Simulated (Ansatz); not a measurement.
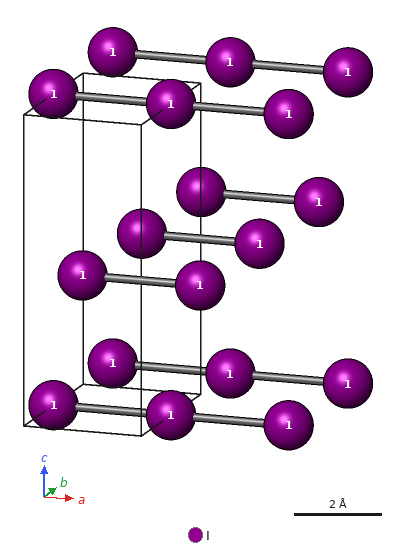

This is a symmetric starting cell of I. A ball-and-stick model of the conventional cell (2 times the calculation's cell), repeated 2 × 2 × 1 with one cell outlined, seen slightly off an axis. Lengths and directions refer to the drawn axes.

The calculation used Ansatz, DFT PBEsol, scalar-relativistic, plane waves, PAW. Set-up: plane-wave cutoff 420 eV; k-point mesh 12 × 12 × 18; occupations gaussian; smearing width 0.1 eV; no spin polarisation.

Change: The cell is strained by +2.6 % along b, −0.8 % along c, −6.4 % along a (volume −4.7 %), the atoms keeping their fractional coordinates. No relaxation follows. The starting cell wasn't computed here and needn't be at equilibrium, so pressure and forces aren't due to the change alone.

Input file:
```yaml
crystal:
  lattice:
    - [2.5438040243, -3.6764900758, 0.1015338632]
    - [2.5438040243, 3.6764900758, 0.1015338632]
    - [-1.529115806, 0.0, 2.2224951721]
  atoms:
    - { symbol: I, position: [0.5, 0.5, 0.5] }
basis:
  ecutwfc: 420
kpoints:
  mp_grid: { grid: [12, 12, 18] }
hamiltonian:
  xc: pbesol
scf:
  occupations: { method: gaussian, width: 0.1 }
output:
  forces: true
  stress: true
  eigenvalues: true
```

Command:
```bash
ansatz run input.yaml --threads 1 --pin off --max-ram 1331MiB --backend cpu --events-out ev --progress --plain --runs-dir out
```

**Predict the response.**

Some distances before and after: I–I 2.880 → 2.698 Å. The space group stays C2/m (No. 12). The pressure is 6.2 GPa (not all of it need come from the change, since the unchanged cell can be under pressure at this level too). The principal stresses (compression positive) are 20.3 GPa along a, −0.4 GPa along c, −1.3 GPa along b. All forces vanish by symmetry.

Drawn alike, the variant:

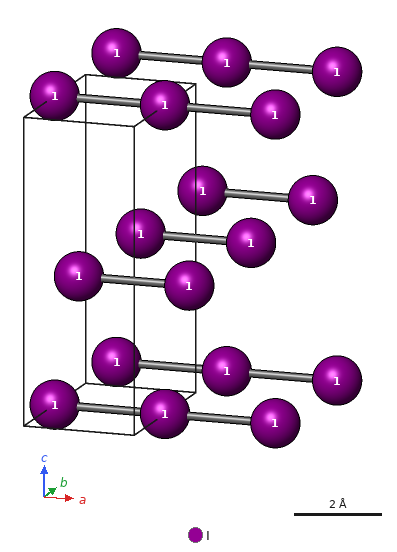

Limits of the set-up: an odd number of electrons was run without spin polarisation, which fails if the electron would localise.
